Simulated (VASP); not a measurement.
CoSi, space group Pm-3m (No. 221), a = 2.781 Å, b = 2.781 Å, c = 2.781 Å, α = 90.00°, β = 90.00°, γ = 90.00°

```csv
site,Wyckoff,x,y,z
Co,1a,0.0000,0.0000,0.0000
Si,1b,0.5000,0.5000,0.5000
```

Source: a cell listed in the Materials Project, as set up for an electronic-structure calculation.

Question: Describe the coordination of Co.

Answer: CoSi8: an essentially ideal cube (coordination number 8, S = 0.00; next best hexagonal bipyramid, S = 8.4). Bonds: 8 × Co–Si 2.41 Å. The next neighbour, not counted, lies at 2.78 Å.

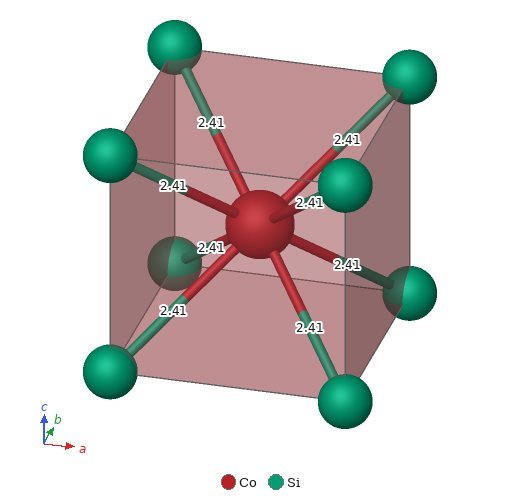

The polyhedron about Co. Shape measures S are computed against regular polyhedra or, for capped shapes, the nearer of the equal-edge and equal-bond forms.
